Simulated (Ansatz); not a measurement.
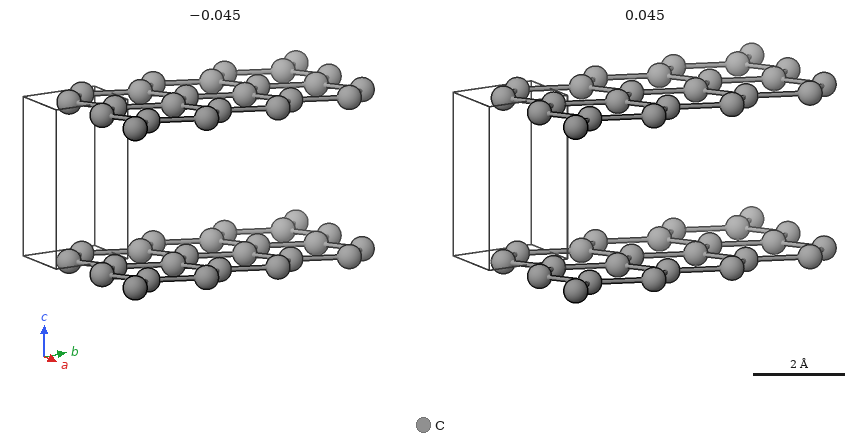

Crystalline C (set up in P6/mmm), under biaxial strain in the a–b plane (c relaxed, atoms fixed by symmetry), with energies (extrapolated to zero smearing) counted from the relaxed crystal, which is the row at zero. The picture shows the first and the last member. The picture is a ball-and-stick view of the cell of the calculation, repeated 3 × 4 × 1 with one cell outlined, seen slightly off an axis.

Computed with Ansatz 0.2.0: DFT PBE+D3(BJ), scalar-relativistic, plane waves, PAW. (plane-wave cutoff 420 eV; k-point mesh 21 × 21 × 12; occupations gaussian; smearing width 0.1 eV; no spin polarisation; force threshold 0.008 eV/Å)

```json
{"strain": "−0.045", "energy (meV/atom)": "165.71", "a (Å)": "2.354", "c (Å)": "3.540"}
{"strain": "−0.03", "energy (meV/atom)": "?", "a (Å)": "?", "c (Å)": "?"}
{"strain": "−0.015", "energy (meV/atom)": "16.98", "a (Å)": "2.428", "c (Å)": "3.558"}
{"strain": "0.0", "energy (meV/atom)": "0.00", "a (Å)": "2.465", "c (Å)": "3.575"}
{"strain": "0.015", "energy (meV/atom)": "15.55", "a (Å)": "2.502", "c (Å)": "3.592"}
{"strain": "0.03", "energy (meV/atom)": "59.49", "a (Å)": "2.539", "c (Å)": "3.613"}
{"strain": "0.045", "energy (meV/atom)": "128.23", "a (Å)": "2.576", "c (Å)": "3.638"}
```

Q: One row is withheld. What does the calculation give there?

A: A parabola through three neighbouring rows (−0.045, −0.015, 0.0) gives, with Lagrange weights, (0.3333)(165.71) + (1.0000)(16.98) + (−0.3333)(0.00) = 72.21 meV/atom. The calculation gives 70.96 meV/atom (a = 2.391 Å, c = 3.548 Å). The estimate is 1.25 meV/atom too high. From the first member to the last: C–C 1.359 → 1.487 Å.

The whole series:

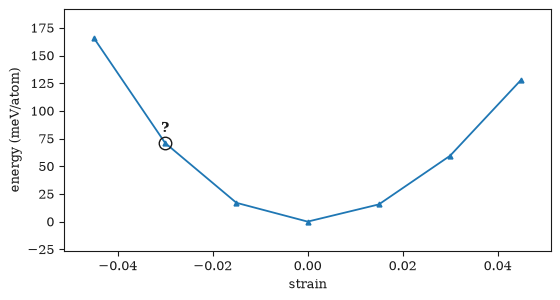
